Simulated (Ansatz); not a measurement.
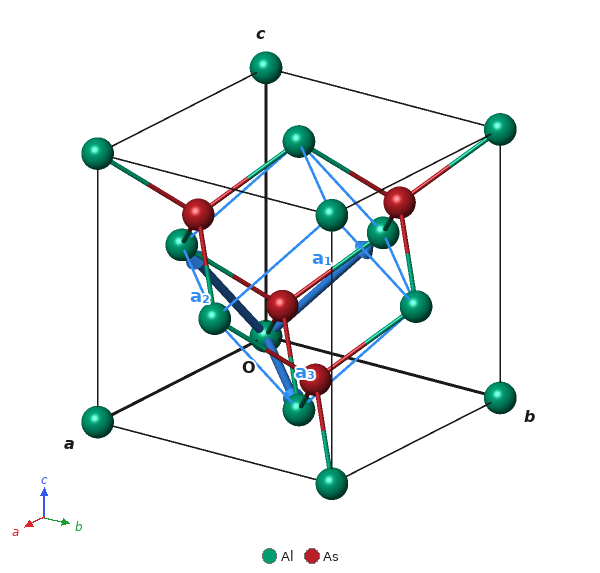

The conventional cell (thin) and a primitive cell (coloured, vectors a₁, a₂, a₃). Crystal: AlAs, the geometry relaxed (final pressure about 6 GPa) with Ansatz 0.2.0, DFT LDA, scalar-relativistic, plane waves, PAW. Geometry calculated from the standardised cell; symmetry tolerance 0.002 Å.

a = 5.502 Å, b = 5.502 Å, c = 5.502 Å, α = 90.00°, β = 90.00°, γ = 90.00°.

> What is the centring, and how are the primitive vectors built?

F, face-centred cubic, with lattice points at (0, 0, 0), (1/2, 1/2, 0), (1/2, 0, 1/2), (0, 1/2, 1/2). a₁ = 1/2 b + 1/2 c; a₂ = 1/2 a + 1/2 c; a₃ = 1/2 a + 1/2 b.

> Give the primitive cell's size and content.

Edges 3.890, 3.890, 3.890 Å; angles 60.00°, 60.00°, 60.00°; volume 41.64 Å³, 1/4 of the conventional cell; 2 of its 8 atoms.
